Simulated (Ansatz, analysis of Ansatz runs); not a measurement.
# Reproducing a measured local vibrational mode: S on a Se site in ZnSe, part 2 of 2

Subject: S on a Se site in ZnSe. Wanted: its local vibrational mode, in one set-up (PBE, 64-site cell, PBE lattice, 420 eV, k: the single point 1/4 1/4 1/4). The model is a cell of 64 host atoms with 1 Se taken out and 1 S put in. The frequencies come from force constants among the defect atom and its neighbours, with the masses of the isotopes named. A local or semilocal functional is the cheapest first rung.

Ansatz 0.2.0; PBE, 64-site cell, PBE lattice, 420 eV, k: the single point 1/4 1/4 1/4.

So far: Starting point; Relaxation, charge 0.

## 2. Relaxation, charge 0 (continued)

Level of this step: plane-wave PAW DFT, PBE; relaxation of all atoms of a defect supercell (Ansatz).

Relaxation path:

```csv
step,energy less that of the first step (eV),largest force component (eV/Å)
1,0.0000,0.3059
2,-0.0907,0.1254
3,-0.1034,0.0082
4,-0.1034,0.0082
```

The run keeps the 6 symmetry operations that it works with, so distortions that break them were not tested.

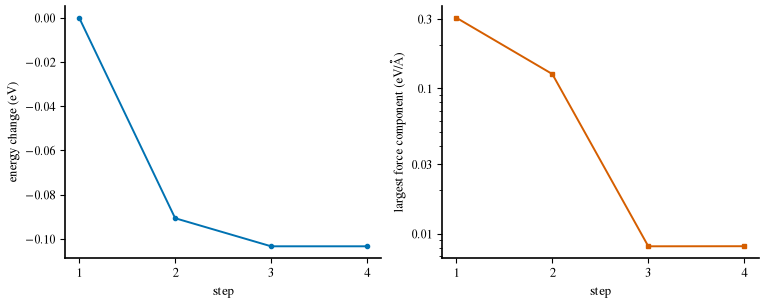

Energy and largest force along the relaxation.

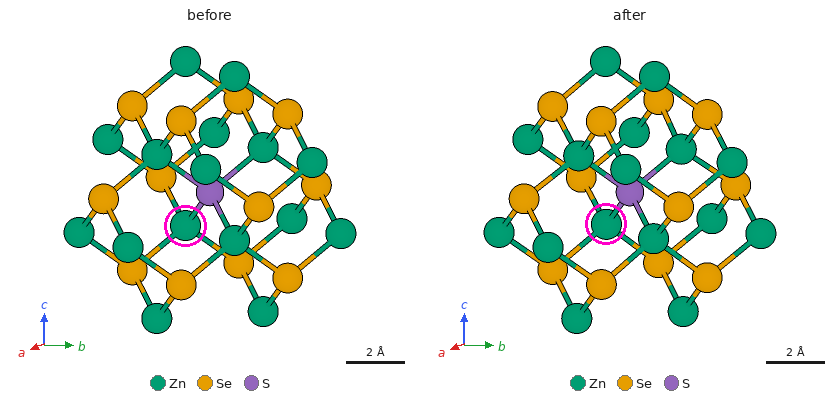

Before and after: the atoms that start within 5 Å of the centre. Zn12, which moves most, is ringed if it is among them.

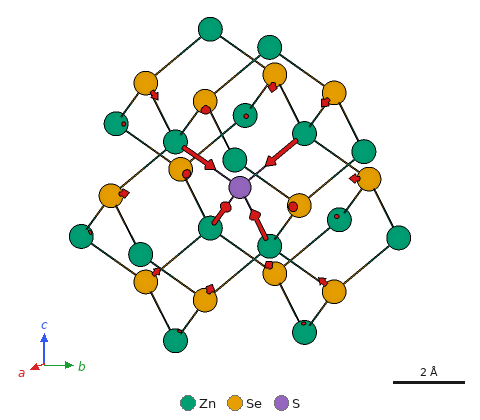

Displacements in the relaxation near the centre, exaggerated; the longest in the cell stands for 0.10 Å.

The atoms that moved most (Å):

```csv
atom,dx,dy,dz,length
Zn12,0.055,0.055,-0.055,0.096
Zn57,-0.053,0.055,0.053,0.093
Zn27,0.055,-0.053,0.053,0.093
Zn42,-0.053,-0.053,-0.055,0.093
Se61,-0.019,-0.006,0.019,0.027
Se31,-0.006,-0.019,0.019,0.027
Se46,-0.019,-0.019,0.006,0.027
Se23,0.002,0.016,0.019,0.025
```

Neighbours of S16 at the end:

```csv
atom,distance (Å)
Zn12,2.383
Zn27,2.390
Zn42,2.390
Zn57,2.390
Se6,4.027
Se13,4.027
Se7,4.027
Se38,4.028
Se45,4.028
Se23,4.028
Se29,4.028
Se15,4.028
Se14,4.028
Se31,4.029
Se61,4.029
Se46,4.029
```

Read from the output:

```
free energy : -276698.3094 eV
```

The relaxation ends 1.6 meV an atom lower, with a largest force component of 0.0082 eV/Å.

## 3. Local vibrational modes

A local mode lives on the defect and the atoms next to it, so only the sites listed in the input are displaced, which costs far fewer SCF runs than the whole cell would.

This step: plane-wave PAW DFT, PBE; finite-displacement force constants among the atoms nearest to a defect, the others at rest.

Contents of modes/input.yaml:

```yaml
crystal:
  lattice:
    - [11.46365848, 0.0, 0.0]
    - [0.0, 0.0, -11.46365848]
    - [0.0, 11.46365848, 0.0]
  atoms:
    - { symbol: Zn, position: [0.000182889, 0.000182889, 7.9838e-05] }
    - { symbol: Zn, position: [0.000806685, 0.250395165, 0.250806685] }
[... 9 atom lines left out ...]
    - { symbol: Zn, position: [0.254826209, 0.254826209, 0.504826209] }
[... 3 atom lines left out ...]
    - { symbol: S, position: [0.374818987, 0.374818987, 0.624818987] }
[... 6 atom lines left out ...]
    - { symbol: Se, position: [0.375180462, 0.623364978, 0.376398079] }
[... 3 atom lines left out ...]
    - { symbol: Zn, position: [0.254813728, 0.495393575, 0.745393575] }
[... 1 atom line left out ...]
    - { symbol: Se, position: [0.126398079, 0.623364978, 0.625180462] }
[... 1 atom line left out ...]
    - { symbol: Se, position: [0.374515678, 0.62335403, 0.87335403] }
[... 6 atom lines left out ...]
    - { symbol: Se, position: [0.623364978, 0.375180462, 0.376398079] }
[... 3 atom lines left out ...]
    - { symbol: Zn, position: [0.495393575, 0.254813728, 0.745393575] }
[... 2 atom lines left out ...]
    - { symbol: Se, position: [0.623364978, 0.126398079, 0.625180462] }
    - { symbol: Se, position: [0.62335403, 0.374515678, 0.87335403] }
[... 10 atom lines left out ...]
    - { symbol: Zn, position: [0.495393575, 0.495393575, 0.504813728] }
[... 3 atom lines left out ...]
    - { symbol: Se, position: [0.62335403, 0.62335403, 0.624515678] }
[... 2 atom lines left out ...]
    - { symbol: Se, position: [0.874874165, 0.874874165, 0.624881759] }
basis:
  ecutwfc: 420
  xc_grid: 2
hamiltonian:
  xc: pbe
kpoints:
  mp_grid: { grid: [1, 1, 1], shift: [0.25, 0.25, 0.25] }
scf:
  occupations: { method: fermi_dirac, width: 0.01 }
  max_iter: 120
output: {}
checkpoint:
  read: "../relax.run"
phonons:
  supercell: [1, 1, 1]
  displaced_sites: [11, 15, 26, 41, 56]
```

Launch:

```console
$ ansatz run input.yaml --threads 4 --pin off --max-ram 7536MiB --backend cpu --events-out ev --progress --plain --runs-dir out
```

Numbers of over 12 decimals in the logs are rounded to 6 here.

The log of the run:

```text
[...]
Crystal: 64 atoms, lattice volume = 1506.502 Å³
Basis set: ecut = 420 eV, 29423 PW (Γ), exchange–correlation on 160×160×160 points (8 copies of the dense FFT grid, shifted against one another)
Bands: 532, of which v1, the nominal top of the filled ones, is band 443 counted from 1 (442 counted from 0)
Symmetry: 6 space group operations
k-points: 1
[...]
SCF iter   6: F=-276698.309406 eV  HF=-276698.309406 eV  |F-HF|=5.82e-11  |Δ(HF+E_count)|=  5.82e-11  Δρ=1.28e-8  dr2=4.85e-12  ethr=1.00e-12  ⟨swp⟩=4.0  Hψ=1492  notcnv=0
SCF 1 converged in 6 iterations: F = -276698.309406 eV  dr2 = 4.85e-12
[...]
Symmetry: 2 space group operations
[...]
SCF 2 converged in 10 iterations: F = -276698.309376 eV  dr2 = 3.13e-12
[...]
SCF 3 converged in 6 iterations: F = -276698.309403 eV  dr2 = 3.57e-12
[...]
symmetry images taken by strict's conditions (phonons.symmetry_images: auto; settled by no image being taken that strict refuses)
  force constants formed among 5 of 64 sites (Zn 11, S 15, Zn 26, Zn 41, Zn 56); the other 59 at rest. The modes move the named sites alone.
  the frequencies, the zero-point energy and the sums are of the block with the acoustic sum rule laid on its rows. Row sums over every site: 1.7e-4 eV/Å² at the most
  transpose residual: 2.8e-5 eV/Å²
  largest component of a force at the reference: 8.1e-3 eV/Å on a named site, 8.2e-3 eV/Å on a site at rest
  frequencies among the named sites at Γ of the cell (cm⁻¹): 103.86 104.43 104.43 143.20 144.08 144.08 148.89 148.89 150.57 152.33 152.33 178.85 271.34 271.34 271.71
  unstable modes among the named sites: 0
  frequencies as built, with no sum rule (cm⁻¹): 103.86 104.43 104.43 143.20 144.08 144.08 148.89 148.89 150.57 152.33 152.33 178.85 271.34 271.34 271.71
  zero-point energy: 0.154381 eV/cell   skipped modes (ω ≤ 0): 0
  not written: the harmonic force-constant file, the file of eigenvectors (these modes' are written with the force constants), the density of states and the dispersion, which are of every site
[key lines of the parts left out:]
SCF converged after 6 iterations
Free energy (F): -276698.309406 eV
Fermi energy:    7.252700 eV
```

It took 8.8 min on 4 threads of Arm Neoverse V1, shared host; peak memory 4 GiB; 34 min of CPU time.

Numbers from this step:

- free energy: -276698.3094 eV

The modes with the largest weight on the probed atoms (the light atom of a pair), for the masses of each isotope. Modes of the displaced atoms (local only where they lie over the host's phonons):

```csv
isotopes,mode (cm⁻¹),share of the defect atoms
n,271.7,0.854
n,271.3,0.865
n,271.3,0.865
```

## 4. What came out

```
distance from the defect atom to its nearest neighbour : 2.383 Å
threefold local mode of S                              : 271 cm⁻¹
time of the whole chain                                : 12 min on 4 threads
```

**Reading.** Threefold local mode of S: computed 271 cm⁻¹, measured 297 cm⁻¹; 26 cm⁻¹ (9 %) below the measurement. Only the named neighbours move, so modes near the host's band are approximate.

[Logs are printed without paths, hosts, clocks, repeated set-up lines and the standing remarks that a program may print on its own settings, such as how far it seeks lower states.]

[Hosts, paths, dates, database ids (printed as entryN), source tags and the programs' standing remarks are cut or masked in the printed files.]

[For some hosts the program warned that the k-mesh of the response run may be too coarse for force constants and the static dielectric constant; such warnings are not shown here.]
